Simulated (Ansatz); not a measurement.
## Single-point calculation of SrTiO3

- system: SrTiO3 (5 atoms in the cell)
- method: DFT, PBE, plane waves, PAW, no spin polarisation (Ansatz 0.2.0)

The structure derives from an entry of the Crystallography Open Database. Some settings of this run were made unusual or wrong on purpose.

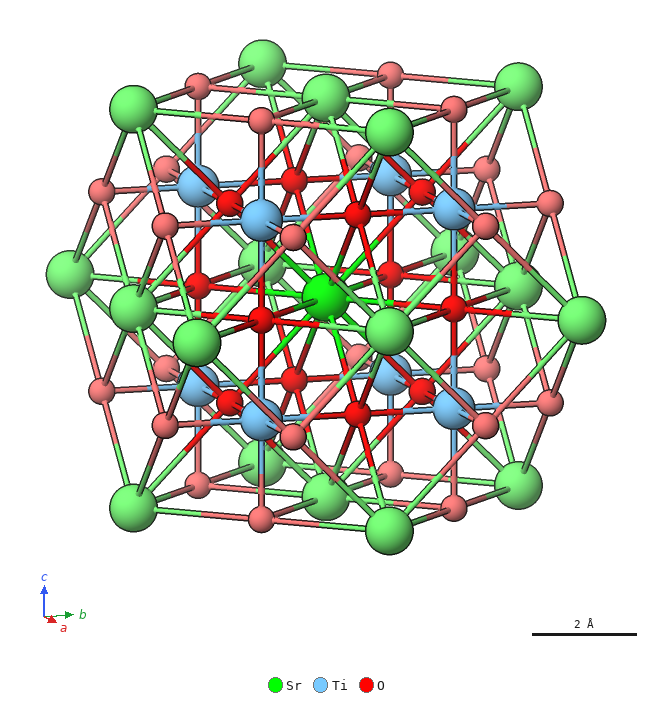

*The structure as given in the input (ball-and-stick view of the cell of the calculation, seen slightly off an axis; neighbours outside the cell are drawn fainter).*

Input
```yaml
crystal:
  lattice:
    - [3.90528, 0.0, 0.0]
    - [0.0, 3.90528, 0.0]
    - [0.0, 0.0, 3.90528]
  atoms:
    - { symbol: Sr, position: [0.5, 0.5, 0.5] }
    - { symbol: Ti, position: [0.0, 0.0, 0.0] }
    - { symbol: O, position: [0.5, 0.0, 0.0] }
    - { symbol: O, position: [0.0, 0.5, 0.0] }
    - { symbol: O, position: [0.0, 0.0, 0.5] }
basis:
  ecutwfc: 420
kpoints:
  mp_grid: { grid: [8, 8, 8] }
hamiltonian:
  xc: pbe
scf:
  occupations: { method: gaussian, width: 0.02 }
  mixing: { algorithm: anderson, beta: 0.95, ndim: 1, preconditioner: none }
  max_iter: 60
output:
  forces: true
  eigenvalues: true
  stress: true
```

Run on 2 threads of INTEL XEON PLATINUM @ 2.10GHz (Emerald Rapids), 24 GiB of memory available, shared host.

Launch command:
```bash
ansatz run input.yaml --threads 2 --pin off --max-ram 5120MiB --backend cpu --events-out ev --progress --plain --runs-dir out
```

Output
```
Engine: ansatz 0.2.0, x86_64-unknown-linux-gnu
Pseudopotentials: kind: paw
Pseudopotential: Sr, paw, valence charge 10, recommended cutoff 420 eV (normal), Sr.paw.azcp
Pseudopotential: Ti, paw, valence charge 12, recommended cutoff 420 eV (normal), Ti.paw.azcp
Pseudopotential: O, paw, valence charge 6, recommended cutoff 420 eV (normal), O.paw.azcp
Functional definition: PBE
  parameter kappa = 0.804
  parameter beta = 0.06672455060314922
  exchange = pbe_x(kappa = kappa, mu = beta*pi^2/3)
  correlation = pbe_c(beta = beta)
Crystal: 5 atoms, lattice volume = 59.560 Å³
Basis set: ecut = 420 eV, 1189 PW (Γ), exchange–correlation on 54×54×54 points (8 copies of the dense FFT grid, shifted against one another)
Bands: 25, of which v1, the nominal top of the filled ones, is band 20 counted from 1 (19 counted from 0)
Symmetry: 48 space group operations
Space group: Pm-3m (ITA 221), of the structure as read, at distance tolerance 3.9e-5 Å
k-points: 35 of 512
Non-local potential: Sr, projectors of the file, l = 0: 3, l = 1: 2, l = 2: 2
Non-local potential: Ti, projectors of the file, l = 0: 3, l = 1: 2, l = 2: 3, l = 3: 1
Non-local potential: O, projectors of the file, l = 0: 2, l = 1: 2, l = 2: 1
PAW form: soft (Blöchl's): semilocal exchange-correlation on the pseudo side does not see the compensation charge
PAW one-centre angular grid: Sr, 110 points (default); XC on 64 Gauss nodes
PAW one-centre angular grid: Ti, 590 points (default); XC on 64 Gauss nodes
PAW one-centre angular grid: O, 110 points (default); XC on 64 Gauss nodes
Initial density: superposition of atomic densities (neutral atoms: chi_scale 0, normalization atom), corrected by the library's trained network
Initial wavefunctions: pseudopotential atomic-orbital guess
Functional: x = pbe(κ = 0.804, μ = 0.2195149727645171), c = pbe(β = 0.06672455060314922)
SCF iter   1: F=—  HF=-7754.465438 eV  |F-HF|=—  |Δ(HF+E_count)|=         —  Δρ=2.05e-3  dr2=1.47e-3  ethr=1.77e-3  ⟨swp⟩=7.6  Hψ=4732  notcnv=0
SCF iter   2: F=—  HF=-7754.470456 eV  |F-HF|=—  |Δ(HF+E_count)|=   5.02e-3  Δρ=3.89e-3  dr2=1.18e-2  ethr=3.67e-6  ⟨swp⟩=3.0  Hψ=2228  notcnv=0  defer=35
SCF iter   3: F=—  HF=-7754.497012 eV  |F-HF|=—  |Δ(HF+E_count)|=   2.66e-2  Δρ=1.49e-2  dr2=1.56e-1  ethr=3.67e-6  ⟨swp⟩=3.1  Hψ=2188  notcnv=0  defer=35
SCF iter   4: F=—  HF=-7754.849400 eV  |F-HF|=—  |Δ(HF+E_count)|=   3.52e-1  Δρ=5.15e-2  dr2=1.72e0  ethr=3.67e-6  ⟨swp⟩=4.3  Hψ=3139  notcnv=0  defer=35
SCF iter   5: F=—  HF=-7760.707414 eV  |F-HF|=—  |Δ(HF+E_count)|=    5.86e0  Δρ=3.21e-1  dr2=7.45e1  ethr=3.67e-6  ⟨swp⟩=5.1  Hψ=4001  notcnv=0  defer=35
SCF iter   6: F=—  HF=-7880.790736 eV  |F-HF|=—  |Δ(HF+E_count)|=    1.20e2  Δρ=7.13e-1  dr2=2.84e2  ethr=3.67e-6  ⟨swp⟩=9.6  Hψ=6367  notcnv=0  defer=27
SCF iter   7: F=—  HF=-8194.066543 eV  |F-HF|=—  |Δ(HF+E_count)|=    3.13e2  Δρ=1.59e0  dr2=1.50e3  ethr=3.67e-6  ⟨swp⟩=14.9  Hψ=9088  notcnv=0  defer=57
SCF iter   8: F=—  HF=-9642.096824 eV  |F-HF|=—  |Δ(HF+E_count)|=    1.45e3  Δρ=2.31e0  dr2=3.35e3  ethr=3.67e-6  ⟨swp⟩=26.1  Hψ=17763  notcnv=0  defer=71
SCF iter   9: F=—  HF=-10334.001684 eV  |F-HF|=—  |Δ(HF+E_count)|=    6.92e2  Δρ=3.09e0  dr2=7.60e3  ethr=3.67e-6  ⟨swp⟩=37.2  Hψ=25874  notcnv=6  defer=92
SCF iter  10: F=—  HF=-13991.988671 eV  |F-HF|=—  |Δ(HF+E_count)|=    3.66e3  Δρ=3.13e0  dr2=8.33e3  ethr=3.67e-6  ⟨swp⟩=46.0  Hψ=45468  notcnv=166  defer=133
SCF iter  11: F=—  HF=-11197.630072 eV  |F-HF|=—  |Δ(HF+E_count)|=    2.79e3  Δρ=3.19e0  dr2=9.03e3  ethr=3.67e-6  ⟨swp⟩=40.0  Hψ=33011  notcnv=2  defer=9
SCF iter  12: F=—  HF=-14606.364646 eV  |F-HF|=—  |Δ(HF+E_count)|=    3.41e3  Δρ=3.12e0  dr2=9.41e3  ethr=3.67e-6  ⟨swp⟩=46.0  Hψ=46140  notcnv=328  defer=158
SCF iter  13: F=—  HF=-11554.706908 eV  |F-HF|=—  |Δ(HF+E_count)|=    3.05e3  Δρ=3.07e0  dr2=9.09e3  ethr=3.67e-6  ⟨swp⟩=46.0  Hψ=34294  notcnv=124  defer=155
SCF iter  14: F=—  HF=-14334.265953 eV  |F-HF|=—  |Δ(HF+E_count)|=    2.78e3  Δρ=3.06e0  dr2=9.08e3  ethr=3.67e-6  ⟨swp⟩=46.0  Hψ=44894  notcnv=305  defer=170
SCF iter  15: F=—  HF=-11538.634288 eV  |F-HF|=—  |Δ(HF+E_count)|=    2.80e3  Δρ=3.06e0  dr2=9.06e3  ethr=3.67e-6  ⟨swp⟩=46.0  Hψ=35001  notcnv=137  defer=155
SCF iter  16: F=—  HF=-14319.201439 eV  |F-HF|=—  |Δ(HF+E_count)|=    2.78e3  Δρ=3.06e0  dr2=9.06e3  ethr=3.67e-6  ⟨swp⟩=46.0  Hψ=45127  notcnv=317  defer=169
SCF iter  17: F=—  HF=-11539.291344 eV  |F-HF|=—  |Δ(HF+E_count)|=    2.78e3  Δρ=3.06e0  dr2=9.06e3  ethr=3.67e-6  ⟨swp⟩=46.0  Hψ=34729  notcnv=131  defer=159
SCF iter  18: F=—  HF=-14317.360602 eV  |F-HF|=—  |Δ(HF+E_count)|=    2.78e3  Δρ=3.06e0  dr2=9.06e3  ethr=3.67e-6  ⟨swp⟩=46.0  Hψ=45065  notcnv=292  defer=168
SCF iter  19: F=—  HF=-11539.915412 eV  |F-HF|=—  |Δ(HF+E_count)|=    2.78e3  Δρ=3.06e0  dr2=9.06e3  ethr=3.67e-6  ⟨swp⟩=46.0  Hψ=34712  notcnv=142  defer=161
SCF iter  20: F=—  HF=-14317.648455 eV  |F-HF|=—  |Δ(HF+E_count)|=    2.78e3  Δρ=3.06e0  dr2=9.06e3  ethr=3.67e-6  ⟨swp⟩=46.0  Hψ=45479  notcnv=327  defer=170
SCF iter  21: F=—  HF=-11539.478589 eV  |F-HF|=—  |Δ(HF+E_count)|=    2.78e3  Δρ=3.06e0  dr2=9.06e3  ethr=3.67e-6  ⟨swp⟩=46.0  Hψ=34599  notcnv=144  defer=154
SCF iter  22: F=—  HF=-14317.381264 eV  |F-HF|=—  |Δ(HF+E_count)|=    2.78e3  Δρ=3.06e0  dr2=9.06e3  ethr=3.67e-6  ⟨swp⟩=46.0  Hψ=45388  notcnv=339  defer=167
SCF iter  23: F=—  HF=-11539.122367 eV  |F-HF|=—  |Δ(HF+E_count)|=    2.78e3  Δρ=3.06e0  dr2=9.06e3  ethr=3.67e-6  ⟨swp⟩=46.0  Hψ=34643  notcnv=151  defer=157
SCF iter  24: F=—  HF=-14317.632747 eV  |F-HF|=—  |Δ(HF+E_count)|=    2.78e3  Δρ=3.06e0  dr2=9.06e3  ethr=3.67e-6  ⟨swp⟩=46.0  Hψ=45388  notcnv=342  defer=168
SCF iter  25: F=—  HF=-11538.458483 eV  |F-HF|=—  |Δ(HF+E_count)|=    2.78e3  Δρ=3.06e0  dr2=9.06e3  ethr=3.67e-6  ⟨swp⟩=46.0  Hψ=34907  notcnv=146  defer=157
SCF iter  26: F=—  HF=-14317.454745 eV  |F-HF|=—  |Δ(HF+E_count)|=    2.78e3  Δρ=3.06e0  dr2=9.06e3  ethr=3.67e-6  ⟨swp⟩=46.0  Hψ=45124  notcnv=324  defer=167
SCF iter  27: F=—  HF=-11539.618365 eV  |F-HF|=—  |Δ(HF+E_count)|=    2.78e3  Δρ=3.06e0  dr2=9.06e3  ethr=3.67e-6  ⟨swp⟩=46.0  Hψ=35052  notcnv=132  defer=154
SCF iter  28: F=—  HF=-14317.213864 eV  |F-HF|=—  |Δ(HF+E_count)|=    2.78e3  Δρ=3.06e0  dr2=9.06e3  ethr=3.67e-6  ⟨swp⟩=46.0  Hψ=45910  notcnv=356  defer=169
SCF iter  29: F=—  HF=-11539.073375 eV  |F-HF|=—  |Δ(HF+E_count)|=    2.78e3  Δρ=3.06e0  dr2=9.06e3  ethr=3.67e-6  ⟨swp⟩=46.0  Hψ=34614  notcnv=140  defer=162
SCF iter  30: F=—  HF=-14317.352278 eV  |F-HF|=—  |Δ(HF+E_count)|=    2.78e3  Δρ=3.06e0  dr2=9.06e3  ethr=3.67e-6  ⟨swp⟩=46.0  Hψ=44979  notcnv=318  defer=168
SCF iter  31: F=—  HF=-11538.990019 eV  |F-HF|=—  |Δ(HF+E_count)|=    2.78e3  Δρ=3.06e0  dr2=9.06e3  ethr=3.67e-6  ⟨swp⟩=46.0  Hψ=33944  notcnv=120  defer=160
SCF iter  32: F=—  HF=-14317.649806 eV  |F-HF|=—  |Δ(HF+E_count)|=    2.78e3  Δρ=3.06e0  dr2=9.06e3  ethr=3.67e-6  ⟨swp⟩=46.0  Hψ=45961  notcnv=332  defer=169
SCF iter  33: F=—  HF=-11540.038114 eV  |F-HF|=—  |Δ(HF+E_count)|=    2.78e3  Δρ=3.06e0  dr2=9.06e3  ethr=3.67e-6  ⟨swp⟩=46.0  Hψ=34710  notcnv=137  defer=157
SCF iter  34: F=—  HF=-14316.736231 eV  |F-HF|=—  |Δ(HF+E_count)|=    2.78e3  Δρ=3.06e0  dr2=9.05e3  ethr=3.67e-6  ⟨swp⟩=46.0  Hψ=45898  notcnv=340  defer=167
SCF iter  35: F=—  HF=-11539.005999 eV  |F-HF|=—  |Δ(HF+E_count)|=    2.78e3  Δρ=3.06e0  dr2=9.06e3  ethr=3.67e-6  ⟨swp⟩=46.0  Hψ=34282  notcnv=120  defer=160
SCF iter  36: F=—  HF=-14317.746570 eV  |F-HF|=—  |Δ(HF+E_count)|=    2.78e3  Δρ=3.06e0  dr2=9.06e3  ethr=3.67e-6  ⟨swp⟩=46.0  Hψ=45219  notcnv=320  defer=169
SCF iter  37: F=—  HF=-11539.008928 eV  |F-HF|=—  |Δ(HF+E_count)|=    2.78e3  Δρ=3.06e0  dr2=9.06e3  ethr=3.67e-6  ⟨swp⟩=46.0  Hψ=34776  notcnv=148  defer=159
SCF iter  38: F=—  HF=-14317.581832 eV  |F-HF|=—  |Δ(HF+E_count)|=    2.78e3  Δρ=3.06e0  dr2=9.06e3  ethr=3.67e-6  ⟨swp⟩=46.0  Hψ=44853  notcnv=324  defer=168
SCF iter  39: F=—  HF=-11539.755803 eV  |F-HF|=—  |Δ(HF+E_count)|=    2.78e3  Δρ=3.06e0  dr2=9.06e3  ethr=3.67e-6  ⟨swp⟩=46.0  Hψ=34818  notcnv=134  defer=160
SCF iter  40: F=—  HF=-14317.658571 eV  |F-HF|=—  |Δ(HF+E_count)|=    2.78e3  Δρ=3.06e0  dr2=9.06e3  ethr=2.50e-6  ⟨swp⟩=100.5  Hψ=105181  notcnv=0
Mixer restart at iter 40: flushing history
iteration 40: the SCF's residuals had fallen too slowly under its mixing. It goes on by minimising its free energy, and can end on another state than longer mixing would; under `scf.algorithm: density_mixing` no SCF does so, but by `scf.convergence.dm_fallback`
SCF iter  41: F=—  HF=-11290.890083 eV  |F-HF|=—  |Δ(HF+E_count)|=    3.03e3  Δρ=3.40e0  dr2=9.82e3  ethr=2.50e-6  ⟨swp⟩=9.8  Hψ=24441  notcnv=0
SCF iter  42: F=—  HF=-7861.326138 eV  |F-HF|=—  |Δ(HF+E_count)|=    3.43e3  Δρ=9.12e-1  dr2=4.72e2  ethr=2.50e-6  ⟨swp⟩=27.1  Hψ=46496  notcnv=0
SCF iter  43: F=—  HF=-7758.640073 eV  |F-HF|=—  |Δ(HF+E_count)|=    1.03e2  Δρ=1.45e-1  dr2=1.43e1  ethr=2.50e-6  ⟨swp⟩=34.6  Hψ=37373  notcnv=0
SCF iter  44: F=—  HF=-7754.488650 eV  |F-HF|=—  |Δ(HF+E_count)|=    4.15e0  Δρ=1.21e-2  dr2=7.59e-2  ethr=2.50e-6  ⟨swp⟩=23.3  Hψ=17437  notcnv=0
SCF iter  45: F=—  HF=-7754.472204 eV  |F-HF|=—  |Δ(HF+E_count)|=   1.64e-2  Δρ=5.66e-3  dr2=1.24e-2  ethr=2.50e-6  ⟨swp⟩=12.4  Hψ=11450  notcnv=0
SCF iter  46: F=—  HF=-7754.469041 eV  |F-HF|=—  |Δ(HF+E_count)|=   3.16e-3  Δρ=1.30e-3  dr2=1.39e-3  ethr=2.50e-6  ⟨swp⟩=12.0  Hψ=10383  notcnv=0
SCF iter  47: F=—  HF=-7754.468600 eV  |F-HF|=—  |Δ(HF+E_count)|=   4.41e-4  Δρ=7.74e-4  dr2=2.95e-4  ethr=2.50e-6  ⟨swp⟩=9.7  Hψ=8137  notcnv=0
SCF iter  48: F=—  HF=-7754.468536 eV  |F-HF|=—  |Δ(HF+E_count)|=   6.38e-5  Δρ=9.58e-5  dr2=5.02e-6  ethr=7.37e-7  ⟨swp⟩=8.2  Hψ=6419  notcnv=0
SCF iter  49: F=-7754.468534 eV  HF=-7754.468534 eV  |F-HF|=3.46e-8  |Δ(HF+E_count)|=   1.80e-6  Δρ=6.83e-6  dr2=3.62e-8  ethr=2.50e-10  ⟨swp⟩=15.9  Hψ=8962  notcnv=0
SCF 1 converged in 49 iterations: F = -7754.468534 eV  dr2 = 3.62e-8
  greatest PAW one-centre occupation: 0.999 electrons in one spin orbital (limit 2), on the Ti atom at site 1 (counted from 0), in its partial waves of l = 0
```

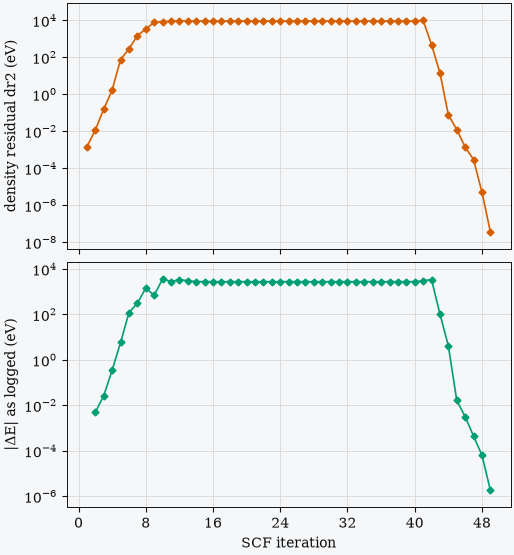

*Convergence of the self-consistent field: density residual dr2 and size of the energy change against the SCF iteration.*

The residual lingers near 9 × 10³ from about step 8 to 41 before it falls again.

```
SCF converged after 49 iterations
Free energy (F): -7754.468534 eV
Harris-Foulkes:  -7754.468534 eV  (|F-HF|=3.46e-8)
Internal energy: -7754.468534 eV  (E = F + TS)
E sigma→0 (E₀):  -7754.468534 eV
Fermi energy:    10.934368 eV
--- Per-component energies (eV) ---
  E_band       = -204.884912
  E_kinetic    = 1048.532020
  E_local      = -2384.458701  (includes V_loc(G=0)·N_el)
  E_nonlocal   = 348.033137
  E_hartree    = 834.942492
  E_xc         = -496.675946
  E_vxc        = -572.532441  (∫ρ·V_xc dr)
  E_paw        = -4213.754169  (= ΣΔE_a)
  E_vpaw       = -314.342426  (= ΣTr[D̂ρ^β])
  E_aug_tail   = 0.007572  (compensation charges beyond the density's cutoff)
  E_ewald      = -2891.094941
  E_smearing   = -0.000000  (= −TS)
  E_closure    = -0.000000  (closes the sum)
  Σ components = -7754.468534   (vs F -7754.468534, Δ=0.00e0)
--- Forces (eV/Å), atoms counted from 1 ---
  atom   1  Sr    -0.00000000    -0.00000000     0.00000000
  atom   2  Ti     0.00000000     0.00000000    -0.00000000
  atom   3  O      0.00000000     0.00000000    -0.00000000
  atom   4  O     -0.00000000     0.00000000    -0.00000000
  atom   5  O     -0.00000000    -0.00000000    -0.00000000
  max |Σ_I F_I| component: 1.47e-29 eV/Å
--- Stress (GPa, compression-positive) ---
        4.283748      -0.000000       0.000000
       -0.000000       4.283748       0.000000
        0.000000       0.000000       4.283748
  P = ⅓ Tr σ = 4.2837 GPa (42.837 kbar)
--- Band table (eV; the first three rows and the last of 35) ---
  k-point 0: bands = ["-46.4018", "-22.7229", "-22.6641", "-22.6641", "-22.6641", "-7.4258", "-6.4433", "-6.4433", "-4.7187", "-4.7187", "-4.7187", "7.1796", "7.1796", "7.1796", "8.8187", "8.8187", "8.8187", "9.6456", "9.6456", "9.6456", "11.8777", "11.8777", "11.8777", "14.3372", "14.3372"]
  k-point 1: bands = ["-46.4016", "-22.7462", "-22.6637", "-22.6637", "-22.6476", "-7.4306", "-6.4471", "-6.4376", "-4.7118", "-4.7118", "-4.6150", "6.9759", "7.1691", "7.1691", "8.6175", "8.6175", "8.6832", "9.1717", "9.5473", "9.5473", "11.9009", "12.2266", "12.2266", "14.3407", "14.8020"]
  k-point 2: bands = ["-46.4011", "-22.7861", "-22.6626", "-22.6626", "-22.6241", "-7.4918", "-6.4237", "-6.3662", "-4.6950", "-4.6950", "-4.3971", "6.4628", "7.1495", "7.1495", "8.1854", "8.1854", "8.3293", "8.3859", "9.4040", "9.4040", "11.9584", "12.9330", "12.9330", "14.3463", "15.6420"]
  k-point 34: bands = ["-46.3979", "-22.7284", "-22.7284", "-22.7284", "-22.6617", "-6.0799", "-6.0799", "-6.0799", "-4.9846", "-4.9846", "-4.9846", "5.3726", "5.8319", "5.8319", "6.2699", "6.2699", "6.2699", "9.9910", "9.9910", "9.9910", "14.4791", "14.4791", "14.4791", "16.9686", "16.9686"]
```

What the run reported

| quantity | value |
| --- | --- |
| outcome | converged |
| space group (tolerance 0.01 Å) | Pm-3m (221) |
| electrons treated | 40 |
| free energy | −7754.4685 eV |
| Fermi energy | 10.934 eV |
| gap on the k-point mesh | 1.89 eV |
| pressure | 4.28 GPa |
| largest force (length of the vector) | under 0.001 eV/Å |
| wall time | 44 s (CPU time 88 s) |
| peak memory | 0.49 GiB |

Notes

The input was spoiled on purpose: mixing far too strong (`scf.mixing`). It did no harm here: the run converged to the energy of the sound run within 1 meV per atom.
